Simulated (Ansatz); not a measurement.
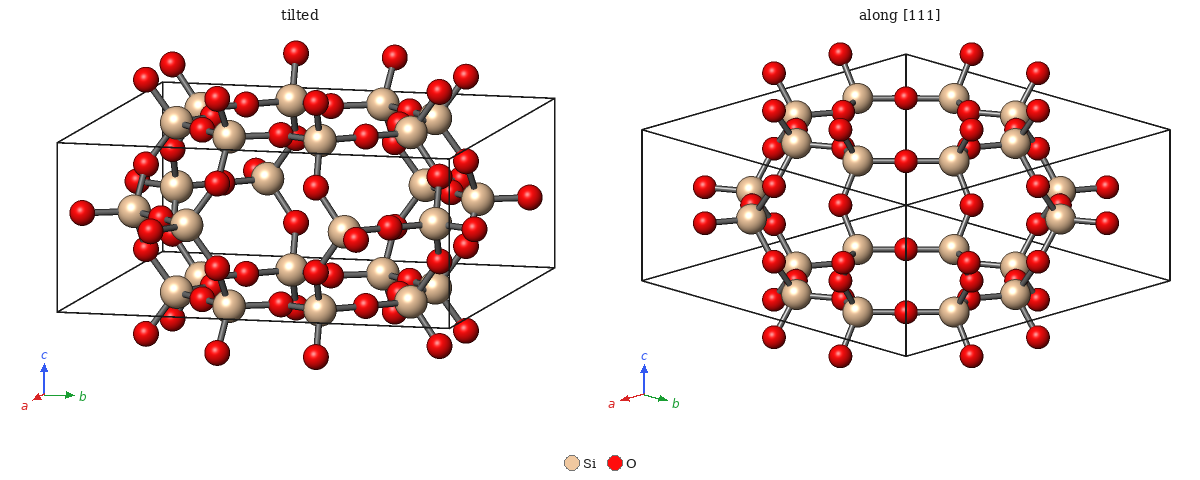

Structure drawing (ball-and-stick), viewed slightly off an axis and along [111]. The conventional unit cell is outlined; an atom on or near a face, edge or corner is repeated at each equivalent position. Some neighbours outside the box are added.

- The structure is one of SiO₂.
- The structure has I4/mmm (No. 139) symmetry and a body-centred tetragonal lattice.
- In the cell are 16 Si, 32 O, which makes 16 formula units.
- Si bonds to four O in a tetrahedral arrangement. Each O is bonded to two Si.
- The bonds build a three-dimensional framework.

Provenance: a structure listed in the Materials Project. It was relaxed at fixed volume with DFT r2SCAN, scalar-relativistic, plane waves, PAW (Ansatz 0.2.0).

At this level of theory the run's own cell isn't at rest (compressed, at 5 GPa), so its distances can differ from those at equilibrium, the more so the softer the solid.
